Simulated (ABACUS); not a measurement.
**Single-point calculation at one volume of an equation of state of Er**

System: Er (P6₃/mmc, 2 atoms in the cell).
Method: Kohn-Sham DFT of a periodic cell, BP86, SSSP 1.3 efficiency PBE (ABACUS 3.10.1).

The structure derives from an entry of the Crystallography Open Database. It belongs to a series of runs on one base structure; here: volume scaled by 0.94.

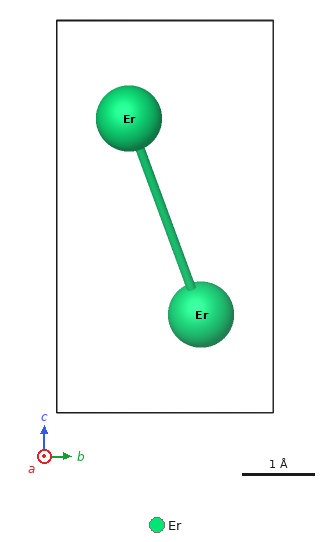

Fig. 1: The structure as given in the input (ball-and-stick view of the cell of the calculation, along the a axis).

**Input**
```
INPUT_PARAMETERS
suffix              Er
calculation         scf
basis_type          pw
pseudo_dir          ./
symmetry            1
dft_functional      GGA_X_B88+GGA_C_P86
ecutwfc             55
pseudo_rcut         10
nspin               1
nbands              27
ks_solver           dav
smearing_method     fd
smearing_sigma      0.00367493
scf_thr             1e-08
scf_nmax            100
mixing_type         broyden
mixing_beta         0.7
cal_force           1
cal_stress          1
ecutrho             440
kpar                4
```

**File STRU**
```
ATOMIC_SPECIES
Er 167.2590 Er.paw.z_22.atompaw.wentzcovitch.v1.2.upf

LATTICE_CONSTANT
6.5878707017

LATTICE_VECTORS
1.0000000000 0.0000000000 0.0000000000
-0.5000000000 0.8660254038 0.0000000000
0.0000000000 0.0000000000 1.5700236034

ATOMIC_POSITIONS
Cartesian

Er
0.0
2
0.5000000001 0.2886751346 1.1775177026 1 1 1
0.0000000000 0.5773502692 0.3925059009 1 1 1
```

**File KPT**
```
K_POINTS
0
Gamma
7 7 4 0 0 0
```

Hardware: 4 threads of Intel Xeon (Sapphire Rapids), 16 GiB of memory available, shared host.

Launch command:
```bash
OMP_NUM_THREADS=1 mpirun -np 4 abacus > log
```

**The program's output**
```
ABACUS v3.10.1

               Atomic-orbital Based Ab-initio Computation at UStc

 ------------------------------------------------------------------------------------

 READING GENERAL INFORMATION
                           global_out_dir = OUT.Er/
                           global_in_card = INPUT
                               pseudo_dir = ./
                              orbital_dir =
                                    DSIZE = 4
                                    GSIZE = 1

 READING UNITCELL INFORMATION
                                    ntype = 1
                  lattice constant (Bohr) = 6.58787
              lattice constant (Angstrom) = 3.48615

 READING ATOM TYPE 1
                               atom label = Er
                      L=0, number of zeta = 1
                      L=1, number of zeta = 1
                      L=2, number of zeta = 1
             number of atom for this type = 2

                        TOTAL ATOM NUMBER = 2
CARTESIAN COORDINATES ( UNIT =       6.587870701700 Bohr ).
    atom                   x                   y                   z     mag                  vx                  vy                  vz
tauc_Er1            0.5000000001        0.2886751346        1.1775177026  0.0000        0.0000000000        0.0000000000        0.0000000000
tauc_Er2            0.0000000000        0.5773502692        0.3925059009  0.0000        0.0000000000        0.0000000000        0.0000000000

                          Volume (Bohr^3) = 388.751
                             Volume (A^3) = 57.607

 Lattice vectors: (Cartesian coordinate: in unit of a_0)
                   +1                  +0                  +0
                 -0.5           +0.866025                  +0
                   +0                  +0            +1.57002
 Reciprocal vectors: (Cartesian coordinate: in unit of 2 pi/a_0)
                   +1            +0.57735                  -0
                   -0             +1.1547                  -0
                   +0                  -0           +0.636933
 The esolver type has been set to : ksdft_pw

 !!!!!!!!!!!!!!!!!!!!!!!!!!!!!!!!!!!!!!!!!!!!!!!!!!!!!!!!!
                         NOTICE
 !!!!!!!!!!!!!!!!!!!!!!!!!!!!!!!!!!!!!!!!!!!!!!!!!!!!!!!!!

 PAW POTENTIAL IS NOT SUPPORTED
 CHECK IN FILE : OUT.Er/warning.log

 !!!!!!!!!!!!!!!!!!!!!!!!!!!!!!!!!!!!!!!!!!!!!!!!!!!!!!!!!
                         NOTICE
 !!!!!!!!!!!!!!!!!!!!!!!!!!!!!!!!!!!!!!!!!!!!!!!!!!!!!!!!!
 Check in file : OUT.Er/warning.log
```

**Standard output**
```
ABACUS v3.10.1

               Atomic-orbital Based Ab-initio Computation at UStc

 !!!!!!!!!!!!!!!!!!!!!!!!!!!!!!!!!!!!!!!!!!!!!!!!!!!!!!!!!
                         NOTICE
 !!!!!!!!!!!!!!!!!!!!!!!!!!!!!!!!!!!!!!!!!!!!!!!!!!!!!!!!!

 PAW POTENTIAL IS NOT SUPPORTED
 CHECK IN FILE : OUT.Er/warning.log

 !!!!!!!!!!!!!!!!!!!!!!!!!!!!!!!!!!!!!!!!!!!!!!!!!!!!!!!!!
                         NOTICE
 !!!!!!!!!!!!!!!!!!!!!!!!!!!!!!!!!!!!!!!!!!!!!!!!!!!!!!!!!
```

**File warning.log**
```
Pseudopot_upf::read_pseudo_upf201_header  warning : PAW POTENTIAL IS NOT SUPPORTED
```

**What the run reported**

- outcome: refused by the program
- space group (tolerance 0.01 Å): P6₃/mmc (194)
- electrons treated: 44

**Diagnosis**

The program refused the input: “PAW POTENTIAL IS NOT SUPPORTED”
